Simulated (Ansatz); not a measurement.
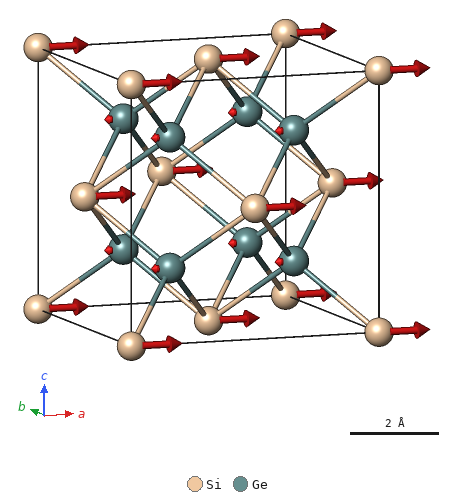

One vibrational mode of a crystal of SiGe₂ (a generated structure) at a fixed volume at the zone centre. The red arrows are the displacements of the atoms (eigenvector over the root of the mass), of arbitrary overall length and sign. The picture is a ball-and-stick view of the conventional cell (4 times the calculation's cell), seen slightly off an axis. Lengths and directions refer to the drawn axes.

Theory: Ansatz, DFT LDA, scalar-relativistic, plane waves, PAW.

Input file:
```yaml
crystal:
  lattice:
    - [0.0, 3.041, 3.041]
    - [3.041, 0.0, 3.041]
    - [3.041, 3.041, 0.0]
  atoms:
    - { symbol: Si, position: [0.0, 0.0, 0.0] }
    - { symbol: Ge, position: [0.25, 0.25, 0.25] }
    - { symbol: Ge, position: [0.75, 0.75, 0.75] }
basis:
  ecutwfc: 420
kpoints:
  mp_grid: { grid: [12, 12, 12] }
hamiltonian:
  xc: lda
scf:
  occupations: { method: fermi_dirac, width: 0.15 }
output:
  eigenvalues: true
phonons:
  method: dfpt
  eigenvectors: true
```

Launched with:
```bash
ansatz run input.yaml --threads 1 --pin off --max-ram 1228MiB --backend cpu --events-out ev --progress --plain --runs-dir out
```

The frequencies depend somewhat on the k-mesh and the smearing.

Q: What mode is this, and where does it lie in the spectrum?

A: This is the T₁u mode (triply degenerate; one member of the set is drawn) at 232 cm⁻¹, the highest optical level, infrared-active by symmetry. The Si sublattice moves against the Ge sublattice, along a; the kinetic energy is shared as Si 84 %, Ge 16 %. The crystal is a metal, so free carriers screen the infrared response.
